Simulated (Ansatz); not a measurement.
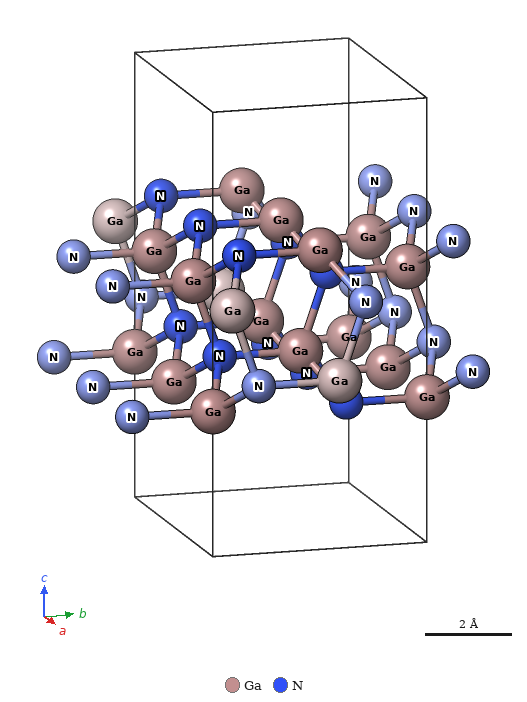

*The structure as given in the input (ball-and-stick view of the 2 × 1 repeat of the cell, with the vacuum cut short, seen slightly off an axis; neighbours outside the cell are drawn fainter). An atom can appear more than once, as a periodic image.*

# Geometry relaxation of GaN (part 1 of 2)

- system: GaN (slab, 8 atoms in the cell)
- method: DFT PBE, scalar-relativistic, plane waves, PAW, PAW set soft_1, no spin polarisation (Ansatz 0.2.0)

The structure derives from an entry of the Crystallography Open Database. The input holds or restrains some coordinates. Forces given for the steps count only the free coordinates.

Input file:
```yaml
crystal:
  lattice:
    - [3.2186527183, 0.0, 0.0]
    - [0.0, 5.2434880756, 0.0]
    - [0.0, 0.0, 17.7165800266]
  atoms:
    - { symbol: Ga, position: [0.0, 0.0008659247, 0.3951101166] }
    - { symbol: "N", position: [0.0, 0.6241340753, 0.3951101166] }
    - { symbol: Ga, position: [0.5, 0.5008659247, 0.4475550583] }
    - { symbol: "N", position: [0.5, 0.1241340753, 0.4475550583] }
    - { symbol: Ga, position: [0.5, 0.0008659247, 0.5524449417] }
    - { symbol: "N", position: [0.5, 0.6241340753, 0.5524449417] }
    - { symbol: Ga, position: [0.0, 0.5008659247, 0.6048898834] }
    - { symbol: "N", position: [0.0, 0.1241340753, 0.6048898834] }
basis:
  ecutwfc: 420
kpoints:
  mp_grid: { grid: [8, 5, 1] }
hamiltonian:
  xc: pbe
  pseudopotentials: { kind: paw, azcp: { folder: soft_1 } }
scf:
  occupations: { method: gaussian, width: 0.05 }
output:
  forces: true
  eigenvalues: true
relax:
  adjacent_minimum: "off"
  f_tol: 0.03
  max_steps: 50
  constraints: [{ sites: [0, 1, 2, 3] }]
efield:
  axis: 3
  dipole_correction: true
  ramp_width: 0.04
```

Hardware: 4 threads of Intel Xeon @ 2.50GHz (Skylake/Cascade Lake), 16 GiB of memory available, shared host.

Launched with:
```bash
ansatz run input.yaml --threads 4 --pin off --max-ram 12288MiB --backend cpu --events-out ev --progress --plain --runs-dir out
```

Log:
```
Engine: ansatz 0.2.0, x86_64-unknown-linux-gnu
Pseudopotentials: kind: paw
Pseudopotential: Ga, paw, valence charge 13, recommended cutoff 420 eV (normal), [file]
Pseudopotential: N, paw, valence charge 5, recommended cutoff 420 eV (normal), [file]
Functional definition: PBE
  parameter kappa = 0.804
  parameter beta = 0.06672455060314922
  exchange = pbe_x(kappa = kappa, mu = beta*pi^2/3)
  correlation = pbe_c(beta = beta)
Crystal: 8 atoms, lattice volume = 299.002 Å³
Basis set: ecut = 420 eV, 5845 PW (Γ), exchange–correlation on 48×72×240 points (8 copies of the dense FFT grid, shifted against one another)
Bands: 44, of which v1, the nominal top of the filled ones, is band 36 counted from 1 (35 counted from 0)
Symmetry: 2 space group operations
k-points: 15 of 40 (time reversal used)
Non-local potential: Ga, projectors of the file, l = 0: 2, l = 1: 2, l = 2: 3, l = 3: 1
Non-local potential: N, projectors of the file, l = 0: 2, l = 1: 2, l = 2: 1
PAW form: soft (Blöchl's): semilocal exchange-correlation on the pseudo side does not see the compensation charge
PAW one-centre angular grid: Ga, 590 points (default); XC on 64 Gauss nodes
PAW one-centre angular grid: N, 110 points (default); XC on 64 Gauss nodes
Initial density: superposition of atomic densities (neutral atoms: chi_scale 0, normalization atom)
Initial wavefunctions: pseudopotential atomic-orbital guess
Functional: x = pbe(κ = 0.804, μ = 0.2195149727645171), c = pbe(β = 0.06672455060314922)
SCF iter   1: F=—  HF=-16677.219290 eV  |F-HF|=—  |Δ(HF+E_count)|=         —  Δρ=9.47e-2  dr2=3.69e1  ethr=3.10e-3  p=0.000 e·Å  D=1.29e-13 V/Å  ΔV_dip=-0.00 eV  dr2_dipole=2.12e-8  V_vac-E_F(+/−)=8.69/8.69 eV  ⟨swp⟩=6.4  Hψ=2826  notcnv=0  defer=3
efield: sawtooth ramp at fractional position 0.9800 (placed from the atoms, in the widest stretch of the axis that holds none; the zero of the levels goes with the place), width 0.0400; the density the first Hamiltonian is built on has a dipole p = 0.000 e·Å; the dipole correction subtracts the counter field D = 1.29e-13 V/Å, which shifts the + side's vacuum level by -0.00 eV against the − side's; the planar-averaged density in the ramp window peaks in size at 2.4e-6 e/Å³
preconditioner: auto → Resta (q_TF=auto, 2.152 Å⁻¹)  ε∞=2.5  [insulator: Δε(μ)=2.894 eV  Ē_g=14.960 eV  σ=0.050 eV  W_gap=1.00  n_scr=44 (ndim 8)  ℏωp=18.2 eV  f_vac=0.595  D(μ)=0.00/eV (n_scr^D=0)  ε∞_Penn≈2.5  vacuum switching on, ρ_ref=1.6e-2 e/Å³]
SCF iter   2: F=—  HF=-16668.431747 eV  |F-HF|=—  |Δ(HF+E_count)|=    8.79e0  Δρ=4.57e-2  dr2=4.17e0  ethr=3.10e-3  p=0.000 e·Å  D=3.93e-5 V/Å  ΔV_dip=-0.00 eV  dr2_dipole=1.01e-7  V_vac-E_F(+/−)=4.79/4.79 eV  ⟨swp⟩=4.0  Hψ=1728  notcnv=0  defer=34
preconditioner: auto → LDOS  [insulator: Δε(μ)=0.086 eV  Ē_g=15.114 eV  σ=0.050 eV  W_gap=0.78  n_scr=44 (ndim 8)  ℏωp=18.2 eV  f_vac=0.605  D(μ)=0.54/eV (n_scr^D=2)  ε∞_Penn≈2.5  β→1.0]
SCF iter   3: F=—  HF=-16667.572105 eV  |F-HF|=—  |Δ(HF+E_count)|=   8.60e-1  Δρ=8.70e-3  dr2=2.57e-1  ethr=3.10e-3  p=-0.000 e·Å  D=-5.55e-6 V/Å  ΔV_dip=0.00 eV  dr2_dipole=2.21e-9  V_vac-E_F(+/−)=5.26/5.26 eV  ⟨swp⟩=2.8  Hψ=1382  notcnv=0  defer=33
SCF iter   4: F=—  HF=-16667.610323 eV  |F-HF|=—  |Δ(HF+E_count)|=   3.82e-2  Δρ=8.09e-3  dr2=2.50e-1  ethr=3.57e-4  p=0.000 e·Å  D=4.89e-6 V/Å  ΔV_dip=-0.00 eV  dr2_dipole=1.13e-10  V_vac-E_F(+/−)=4.66/4.66 eV  ⟨swp⟩=3.9  Hψ=1367  notcnv=0  defer=33
SCF iter   5: F=—  HF=-16667.537387 eV  |F-HF|=—  |Δ(HF+E_count)|=   7.29e-2  Δρ=1.02e-3  dr2=2.70e-3  ethr=3.47e-4  p=-0.000 e·Å  D=-7.08e-6 V/Å  ΔV_dip=0.00 eV  dr2_dipole=2.87e-9  V_vac-E_F(+/−)=4.74/4.74 eV  ⟨swp⟩=2.7  Hψ=1379  notcnv=0  defer=32
SCF iter   6: F=—  HF=-16667.537725 eV  |F-HF|=—  |Δ(HF+E_count)|=   3.38e-4  Δρ=2.60e-4  dr2=1.42e-4  ethr=3.75e-6  p=0.000 e·Å  D=5.70e-6 V/Å  ΔV_dip=-0.00 eV  dr2_dipole=1.44e-9  V_vac-E_F(+/−)=4.75/4.75 eV  ⟨swp⟩=2.1  Hψ=1223  notcnv=0  defer=32
SCF iter   7: F=—  HF=-16667.537783 eV  |F-HF|=—  |Δ(HF+E_count)|=   5.81e-5  Δρ=1.03e-4  dr2=5.18e-5  ethr=1.97e-7  p=-0.000 e·Å  D=-3.98e-6 V/Å  ΔV_dip=0.00 eV  dr2_dipole=6.31e-10  V_vac-E_F(+/−)=4.75/4.75 eV  ⟨swp⟩=2.0  Hψ=1226  notcnv=0  defer=32
SCF iter   8: F=-16667.537790 eV  HF=-16667.537788 eV  |F-HF|=2.03e-6  |Δ(HF+E_count)|=   4.91e-6  Δρ=3.86e-5  dr2=6.00e-6  ethr=3.12e-8  p=0.000 e·Å  D=2.55e-6 V/Å  ΔV_dip=-0.00 eV  dr2_dipole=2.78e-10  V_vac-E_F(+/−)=4.75/4.75 eV  ⟨swp⟩=16.9  Hψ=3731  notcnv=0
SCF 1 converged in 8 iterations: F = -16667.537790 eV  dr2 = 6.00e-6
  greatest PAW one-centre occupation: 0.995 electrons in one spin orbital (limit 2), on the Ga atom at site 6 (counted from 0), in its partial waves of l = 2
relax step   1: F+E_penalty+E_count = -16667.53779016 eV  Δ(F+E_penalty+E_count) = +0.000e0 eV  max|allowed force component| = 1.791e0 eV/Å  Δτ_max = 0.0000 Å  (8 SCF iters, dr2 threshold 2.25e-5 eV, accepted)
Initial density: handed on by an earlier stage of this run
Initial wavefunctions: those handed on with the density
iter 1 solved again at ethr=1.86e-4 eV; its pass at ethr=3.10e-3 eV (dr2=1.34e-1 eV) is discarded
SCF iter   1: F=—  HF=-16667.943660 eV  |F-HF|=—  |Δ(HF+E_count)|=         —  Δρ=1.10e-2  dr2=1.34e-1  ethr=1.86e-4  p=0.000 e·Å  D=2.55e-6 V/Å  ΔV_dip=-0.00 eV  dr2_dipole=8.57e-4  V_vac-E_F(+/−)=4.70/4.70 eV  ⟨swp⟩=1.7  Hψ=2641  notcnv=0  defer=30
efield: sawtooth ramp at fractional position 0.9800 (handed on by an earlier solve), width 0.0400; the density the first Hamiltonian is built on has a dipole p = 0.000 e·Å; the dipole correction subtracts the counter field D = 2.55e-6 V/Å, which shifts the + side's vacuum level by -0.00 eV against the − side's; the planar-averaged density in the ramp window peaks in size at 1.6e-6 e/Å³
preconditioner: auto → Resta (q_TF=auto, 2.152 Å⁻¹)  ε∞=2.5  [insulator: Δε(μ)=0.658 eV  Ē_g=14.985 eV  σ=0.050 eV  W_gap=1.00  n_scr=44 (ndim 8)  ℏωp=18.2 eV  f_vac=0.623  D(μ)=0.00/eV (n_scr^D=0)  ε∞_Penn≈2.5  vacuum switching on, ρ_ref=1.6e-2 e/Å³]
SCF iter   2: F=—  HF=-16667.919360 eV  |F-HF|=—  |Δ(HF+E_count)|=   2.43e-2  Δρ=4.93e-3  dr2=2.67e-2  ethr=1.86e-4  p=0.009 e·Å  D=5.60e-3 V/Å  ΔV_dip=-0.10 eV  dr2_dipole=8.16e-4  V_vac-E_F(+/−)=4.63/4.73 eV  ⟨swp⟩=2.4  Hψ=1259  notcnv=0  defer=30
SCF iter   3: F=—  HF=-16667.919143 eV  |F-HF|=—  |Δ(HF+E_count)|=   2.17e-4  Δρ=2.20e-3  dr2=1.18e-2  ethr=3.71e-5  p=-0.007 e·Å  D=-4.37e-3 V/Å  ΔV_dip=0.08 eV  dr2_dipole=2.14e-4  V_vac-E_F(+/−)=4.81/4.73 eV  ⟨swp⟩=2.0  Hψ=1228  notcnv=0  defer=30
SCF iter   4: F=—  HF=-16667.918794 eV  |F-HF|=—  |Δ(HF+E_count)|=   3.49e-4  Δρ=9.01e-4  dr2=3.29e-3  ethr=1.64e-5  p=-0.006 e·Å  D=-3.62e-3 V/Å  ΔV_dip=0.06 eV  dr2_dipole=1.72e-4  V_vac-E_F(+/−)=4.80/4.73 eV  ⟨swp⟩=2.0  Hψ=917  notcnv=0  defer=30
SCF iter   5: F=—  HF=-16667.918478 eV  |F-HF|=—  |Δ(HF+E_count)|=   3.16e-4  Δρ=2.25e-4  dr2=2.73e-4  ethr=4.57e-6  p=-0.009 e·Å  D=-5.50e-3 V/Å  ΔV_dip=0.10 eV  dr2_dipole=1.92e-5  V_vac-E_F(+/−)=4.82/4.73 eV  ⟨swp⟩=2.0  Hψ=813  notcnv=0  defer=30
SCF iter   6: F=—  HF=-16667.918513 eV  |F-HF|=—  |Δ(HF+E_count)|=   3.53e-5  Δρ=1.71e-4  dr2=1.56e-4  ethr=3.79e-7  p=-0.007 e·Å  D=-4.47e-3 V/Å  ΔV_dip=0.08 eV  dr2_dipole=3.16e-5  V_vac-E_F(+/−)=4.82/4.74 eV  ⟨swp⟩=2.1  Hψ=965  notcnv=0  defer=30
SCF iter   7: F=-16667.918498 eV  HF=-16667.918499 eV  |F-HF|=2.71e-7  |Δ(HF+E_count)|=   1.46e-5  Δρ=4.17e-5  dr2=3.55e-6  ethr=1.39e-7  p=-0.009 e·Å  D=-5.31e-3 V/Å  ΔV_dip=0.09 eV  dr2_dipole=8.78e-8  V_vac-E_F(+/−)=4.83/4.73 eV  ⟨swp⟩=11.9  Hψ=3275  notcnv=0
SCF 2 converged in 7 iterations: F = -16667.918498 eV  dr2 = 3.55e-6
  greatest PAW one-centre occupation: 0.996 electrons in one spin orbital (limit 2), on the Ga atom at site 2 (counted from 0), in its partial waves of l = 2
relax step   2: F+E_penalty+E_count = -16667.91849842 eV  Δ(F+E_penalty+E_count) = -3.807e-1 eV  max|allowed force component| = 1.192e0 eV/Å  Δτ_max = 0.1949 Å  (7 SCF iters, dr2 threshold 1.00e-4 eV, accepted)
SCF iter   1: F=—  HF=-16668.123283 eV  |F-HF|=—  |Δ(HF+E_count)|=         —  Δρ=9.90e-3  dr2=1.58e-1  ethr=1.37e-3  p=-0.009 e·Å  D=-5.31e-3 V/Å  ΔV_dip=0.09 eV  dr2_dipole=1.92e-3  V_vac-E_F(+/−)=4.81/4.71 eV  ⟨swp⟩=4.0  Hψ=1961  notcnv=0  defer=12
efield: sawtooth ramp at fractional position 0.9800 (handed on by an earlier solve), width 0.0400; the density the first Hamiltonian is built on has a dipole p = -0.009 e·Å; the dipole correction subtracts the counter field D = -5.31e-3 V/Å, which shifts the + side's vacuum level by +0.09 eV against the − side's; the planar-averaged density in the ramp window peaks in size at 4.7e-6 e/Å³
preconditioner: auto → Resta (q_TF=auto, 2.152 Å⁻¹)  ε∞=2.5  [insulator: Δε(μ)=0.722 eV  Ē_g=15.053 eV  σ=0.050 eV  W_gap=1.00  n_scr=44 (ndim 8)  ℏωp=18.2 eV  f_vac=0.625  D(μ)=0.00/eV (n_scr^D=0)  ε∞_Penn≈2.5  vacuum switching on, ρ_ref=1.6e-2 e/Å³]
SCF iter   2: F=—  HF=-16668.091358 eV  |F-HF|=—  |Δ(HF+E_count)|=   3.19e-2  Δρ=4.41e-3  dr2=4.01e-2  ethr=2.19e-4  p=-0.026 e·Å  D=-1.55e-2 V/Å  ΔV_dip=0.27 eV  dr2_dipole=2.94e-3  V_vac-E_F(+/−)=4.94/4.66 eV  ⟨swp⟩=2.8  Hψ=1231  notcnv=0  defer=34
SCF iter   3: F=—  HF=-16668.088374 eV  |F-HF|=—  |Δ(HF+E_count)|=   2.98e-3  Δρ=2.61e-3  dr2=1.99e-2  ethr=5.57e-5  p=-0.004 e·Å  D=-2.46e-3 V/Å  ΔV_dip=0.04 eV  dr2_dipole=2.78e-3  V_vac-E_F(+/−)=4.77/4.73 eV  ⟨swp⟩=2.0  Hψ=986  notcnv=0  defer=34
SCF iter   4: F=—  HF=-16668.086050 eV  |F-HF|=—  |Δ(HF+E_count)|=   2.32e-3  Δρ=6.60e-4  dr2=1.32e-3  ethr=2.76e-5  p=-0.018 e·Å  D=-1.06e-2 V/Å  ΔV_dip=0.19 eV  dr2_dipole=7.86e-5  V_vac-E_F(+/−)=4.87/4.68 eV  ⟨swp⟩=2.1  Hψ=945  notcnv=0  defer=33
SCF iter   5: F=—  HF=-16668.086125 eV  |F-HF|=—  |Δ(HF+E_count)|=   7.52e-5  Δρ=3.48e-4  dr2=4.37e-4  ethr=1.83e-6  p=-0.015 e·Å  D=-9.38e-3 V/Å  ΔV_dip=0.17 eV  dr2_dipole=1.20e-5  V_vac-E_F(+/−)=4.85/4.68 eV  ⟨swp⟩=2.0  Hψ=914  notcnv=0  defer=33
SCF iter   6: F=—  HF=-16668.086115 eV  |F-HF|=—  |Δ(HF+E_count)|=   1.04e-5  Δρ=1.33e-4  dr2=5.27e-5  ethr=1.23e-7  p=-0.016 e·Å  D=-9.67e-3 V/Å  ΔV_dip=0.17 eV  dr2_dipole=2.25e-7  V_vac-E_F(+/−)=4.85/4.68 eV  ⟨swp⟩=11.7  Hψ=3422  notcnv=0
SCF iter   7: F=-16668.086116 eV  HF=-16668.086117 eV  |F-HF|=5.53e-7  |Δ(HF+E_count)|=   2.16e-6  Δρ=4.26e-5  dr2=4.57e-6  ethr=7.31e-8  p=-0.016 e·Å  D=-9.80e-3 V/Å  ΔV_dip=0.17 eV  dr2_dipole=1.48e-7  V_vac-E_F(+/−)=4.86/4.68 eV  ⟨swp⟩=7.9  Hψ=2913  notcnv=0
SCF 3 converged in 7 iterations: F = -16668.086116 eV  dr2 = 4.57e-6
relax step   3: F+E_penalty+E_count = -16668.08611643 eV  Δ(F+E_penalty+E_count) = -1.676e-1 eV  max|allowed force component| = 7.374e-1 eV/Å  Δτ_max = 0.1240 Å  (7 SCF iters, dr2 threshold 8.88e-5 eV, accepted)
SCF iter   1: F=—  HF=-16668.115836 eV  |F-HF|=—  |Δ(HF+E_count)|=         —  Δρ=3.25e-3  dr2=1.91e-2  ethr=2.56e-4  p=-0.016 e·Å  D=-9.80e-3 V/Å  ΔV_dip=0.17 eV  dr2_dipole=6.47e-4  V_vac-E_F(+/−)=4.84/4.67 eV  ⟨swp⟩=3.0  Hψ=1596  notcnv=0  defer=35
efield: sawtooth ramp at fractional position 0.9800 (handed on by an earlier solve), width 0.0400; the density the first Hamiltonian is built on has a dipole p = -0.016 e·Å; the dipole correction subtracts the counter field D = -9.80e-3 V/Å, which shifts the + side's vacuum level by +0.17 eV against the − side's; the planar-averaged density in the ramp window peaks in size at 4.5e-6 e/Å³
preconditioner: auto → Resta (q_TF=auto, 2.152 Å⁻¹)  ε∞=2.5  [insulator: Δε(μ)=0.785 eV  Ē_g=15.050 eV  σ=0.050 eV  W_gap=1.00  n_scr=44 (ndim 8)  ℏωp=18.2 eV  f_vac=0.625  D(μ)=0.00/eV (n_scr^D=0)  ε∞_Penn≈2.5  vacuum switching on, ρ_ref=1.6e-2 e/Å³]
SCF iter   2: F=—  HF=-16668.111020 eV  |F-HF|=—  |Δ(HF+E_count)|=   4.82e-3  Δρ=1.47e-3  dr2=3.16e-3  ethr=2.65e-5  p=-0.006 e·Å  D=-3.71e-3 V/Å  ΔV_dip=0.07 eV  dr2_dipole=7.57e-5  V_vac-E_F(+/−)=4.76/4.69 eV  ⟨swp⟩=2.1  Hψ=1025  notcnv=0  defer=32
SCF iter   3: F=—  HF=-16668.110753 eV  |F-HF|=—  |Δ(HF+E_count)|=   2.68e-4  Δρ=5.39e-4  dr2=1.24e-3  ethr=4.39e-6  p=-0.013 e·Å  D=-7.85e-3 V/Å  ΔV_dip=0.14 eV  dr2_dipole=2.45e-4  V_vac-E_F(+/−)=4.80/4.66 eV  ⟨swp⟩=2.0  Hψ=1138  notcnv=0  defer=32
SCF iter   4: F=—  HF=-16668.110614 eV  |F-HF|=—  |Δ(HF+E_count)|=   1.39e-4  Δρ=2.58e-4  dr2=2.92e-4  ethr=1.72e-6  p=-0.008 e·Å  D=-5.13e-3 V/Å  ΔV_dip=0.09 eV  dr2_dipole=3.55e-5  V_vac-E_F(+/−)=4.77/4.68 eV  ⟨swp⟩=2.2  Hψ=875  notcnv=0  defer=32
SCF iter   5: F=-16668.110577 eV  HF=-16668.110585 eV  |F-HF|=7.46e-6  |Δ(HF+E_count)|=   2.89e-5  Δρ=8.29e-5  dr2=2.14e-5  ethr=1.39e-7  p=-0.010 e·Å  D=-5.85e-3 V/Å  ΔV_dip=0.10 eV  dr2_dipole=1.82e-10  V_vac-E_F(+/−)=4.78/4.67 eV  ⟨swp⟩=11.5  Hψ=3405  notcnv=0
SCF 4 converged in 5 iterations: F = -16668.110577 eV  dr2 = 2.14e-5
relax step   4: F+E_penalty+E_count = -16668.11057741 eV  Δ(F+E_penalty+E_count) = -2.446e-2 eV  max|allowed force component| = 1.010e-1 eV/Å  Δτ_max = 0.0435 Å  (5 SCF iters, dr2 threshold 1.00e-4 eV, accepted)
```
